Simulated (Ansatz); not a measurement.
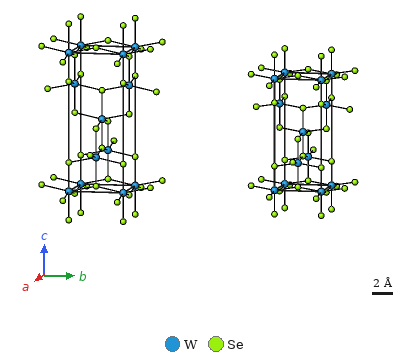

Two geometries of a crystal of WSe$_{2}$ (built on the anatase type), drawn at one scale. One is the start of a relaxation, the other its converged end. Style: ball-and-stick. Shown: the conventional cell (2 times the calculation's cell), slightly off an axis. Lengths and directions refer to the drawn axes.

Level of theory: DFT, PBE, plane waves, PAW in Ansatz. Settings: plane-wave cutoff 420 eV; k-point mesh 6 × 6 × 6; occupations fermi dirac; smearing width 0.02 eV; no spin polarisation; cell and atoms relaxed; force threshold 0.005 eV/Å.

Which of the two is the end point?

The right one is the relaxed one. Over 10 accepted moves (12 points after the start) the energy falls by 1274 meV per atom. The largest force component goes from 1.4 to 0.00047 eV/Å. Pressure: −15.32 GPa at the start and −0.01 GPa at the end. The line search rejected the trial step at point 8 of the run. At 1 point the geometry stayed and the basis and grid were re-selected for the new cell (energy shift of 0.8 meV per atom at most each time). The largest moves relative to the cell, 0.083 Å, are those of Se atoms. W stays in place. Cell: a = b 5.818 → 5.003 Å (−14.0 %), c 14.604 → 11.753 Å (−19.5 %). Volume −40.5 %. Among the contacts that change: Se–W 3.038 → 2.527 Å, Se–Se 3.787 → 3.277 Å, Se–W 2.973 → 2.535 Å. Among the angles between lasting bonds that change: W–Se–W 156.2° → 161.3°, Se–W–Se 156.2° → 161.3°, W–Se–W 101.9° → 99.3°. The space group stays I4_1/amd (No. 141).
